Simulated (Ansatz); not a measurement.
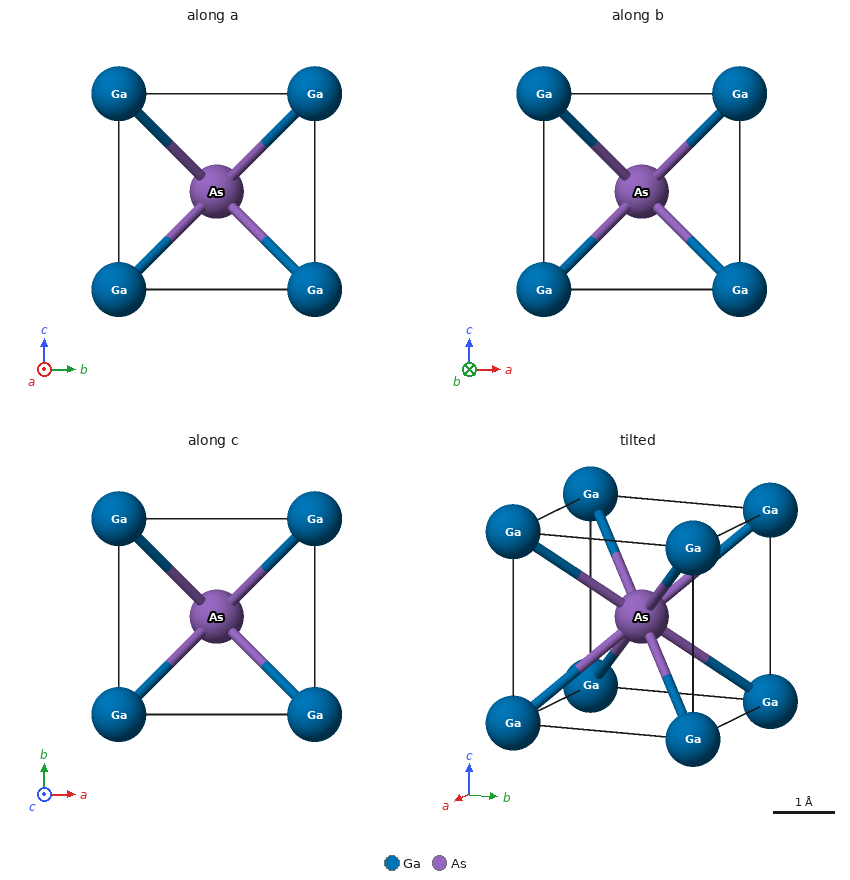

This ball-and-stick model is shown along the a axis, along the b axis, along the c axis and slightly off an axis. The conventional unit cell is outlined; an atom on or near a face, edge or corner is repeated at each equivalent position.

Lattice parameters: a = 3.254 Å, b = 3.254 Å, c = 3.254 Å, α = 90.00°, β = 90.00°, γ = 90.00°. Put a along x and b in the xy plane.

Question: Write the structure as a POSCAR file.

Answer:
```
Ga As
1.0
     3.254    0.000    0.000
     0.000    3.254    0.000
     0.000    0.000    3.254
Ga As
1 1
Direct
  0.0000 0.0000 0.0000
  0.5000 0.5000 0.5000
```

The initial geometry was a structure type filled with these elements by a generator (whether the compound takes this form wasn't checked). Earlier steps of the study may have refined or changed the cell and positions. A calculation with Ansatz used it as input.
